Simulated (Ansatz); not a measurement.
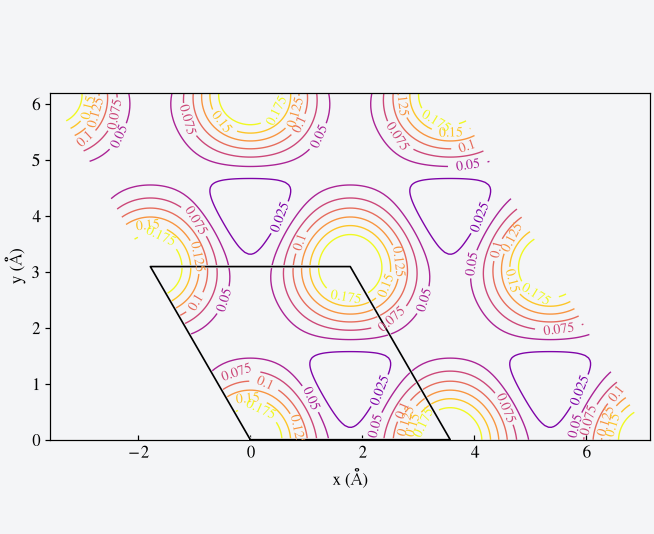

Energy landscape of a bilayer of two As sheets (4 atoms in the cell). The upper layer of a bilayer is slid over the lower one; relaxed at each slide: nothing; the origin of the map has As3 above As2; the distance between the facing planes is held at 3.27 Å. Places are given modulo a cell vector. The map is drawn in real space over the plane of the slide. The grid has 6 × 6 points; 10 points were computed and 26 follow by symmetry. Energies: J/m², counted from the lowest grid point. At a held distance the lowest stacking need not be the one that binds best once the distance relaxes. Computed with DFT PBE+D3(BJ), scalar-relativistic, plane waves, PAW in Ansatz. Settings: cutoff 420 eV, k-mesh 9×9×1, gaussian smearing 0.05 eV, no spin polarisation.

In the figure: contour lines labelled in J/m² (none above 0.175), the outline of one cell of the 2 × 2 shown. Between grid points the surface is interpolated. 

Q: What does the map say about the system?

A: The lowest grid point is at (4/6, 2/6) of the cell vectors. A higher local minimum lies near (2/6, 4/6) of the cell vectors (0.026 J/m² above the lowest at that grid point). The highest grid point, (0/6, 0/6) of the cell vectors, lies 0.224 J/m² above the lowest. On the interpolated surface the easiest way out of the lowest well to the well at (2/6, 4/6) of the cell vectors passes a barrier of about 0.034 J/m². Facing atoms of the upper layer at the lowest point: As above As of a deeper plane; at the highest: As above As.

The values on the grid:

```tsv
second ↓, first →	0/6	1/6	2/6	3/6	4/6	5/6
5/6	0.170	0.102	0.041	0.041	0.102	0.170
4/6	0.074	0.041	0.026	0.041	0.074	0.093
3/6	0.031	0.041	0.041	0.031	0.023	0.023
2/6	0.074	0.102	0.074	0.023	0.000	0.023
1/6	0.170	0.170	0.093	0.023	0.023	0.093
0/6	0.224	0.170	0.074	0.031	0.074	0.170
```

The input of one point:

```yaml
crystal:
  lattice:
    - [3.571624298, 0.0, 0.0]
    - [-1.785812149, 3.0931173748, 0.0]
    - [0.0, 0.0, 20.2951239168]
  atoms:
    - { symbol: As, position: [0.3333333333, 0.6666666667, 0.2217281362] }
    - { symbol: As, position: [0.6666666667, 0.3333333333, 0.2905900936] }
    - { symbol: As, position: [1.3333333333, 0.6666666667, 0.4517125392] }
    - { symbol: As, position: [1.6666666667, 0.3333333333, 0.5205744966] }
basis:
  ecutwfc: 420
kpoints:
  mp_grid: { grid: [9, 9, 1] }
hamiltonian:
  xc: pbe
  dispersion: d3bj
scf:
  occupations: { method: gaussian, width: 0.05 }
output:
  forces: true
  eigenvalues: true
efield:
  axis: 3
  dipole_correction: true
  ramp_width: 0.04
```

Each point was launched as `ansatz run input.yaml --threads 4 --pin off --max-ram 12288MiB --backend cpu --events-out ev --progress --plain --runs-dir out`. The whole map (10 points run) took 110 s on 4 threads of Arm Neoverse N1, with other jobs on the host.
